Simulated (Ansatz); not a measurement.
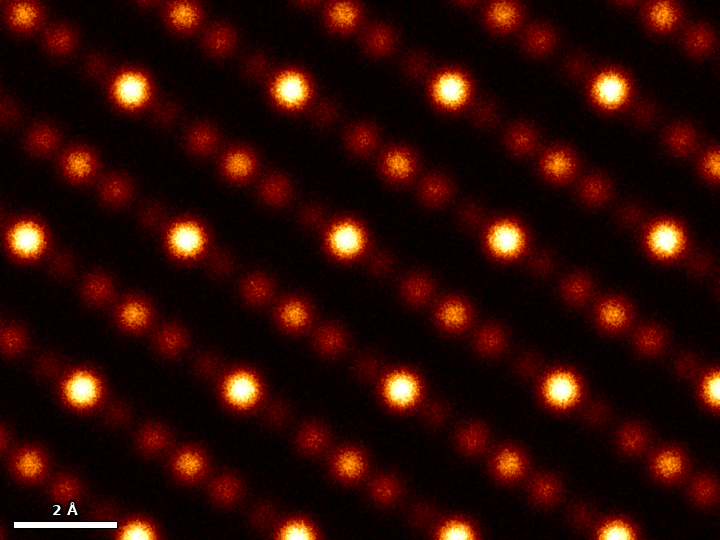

HAADF-like image of a crystal. Simulated incoherent Z contrast: every atom adds Z^1.7 spread by a probe of 0.53 Å full width; channelling and multiple scattering are left out. Shot noise was added.

**What two-dimensional lattice does the image show, and how large is its cell?**

The pattern repeats on a centred rectangular net of 3.6 × 5.1 Å.

**Which plane group does this projection have?**

c2mm: perpendicular mirror lines on a centred net, with further twofold points between them.

The crystal is MnS (P6_3/mmc, No. 194) seen along [421]. Structure: the geometry relaxed with DFT PBE, scalar-relativistic, plane waves, PAW in Ansatz 0.2.0; the starting structure was generated, so it need not be a known form of this composition.
